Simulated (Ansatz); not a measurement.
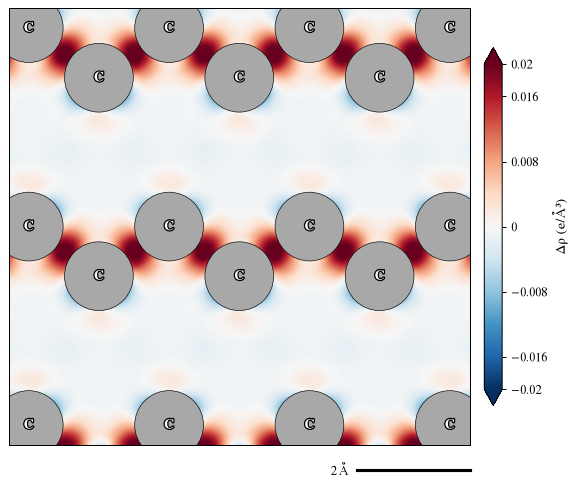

C. Difference of the valence pseudo-densities of two functionals at the same geometry, on the (011̄) plane of the calculation cell: r2SCAN less REVPBE.

Both computed with Ansatz (plane waves, PAW), on the same k-point mesh. Grey discs cover the atomic cores.

Where does the change of functional move the electrons?

Answer. Against REVPBE, r2SCAN gives more density around C (+0.005 e/Å³ on average at 0.8 Å from the nucleus) and a change of +0.023 e/Å³ at the midpoint of C–C.
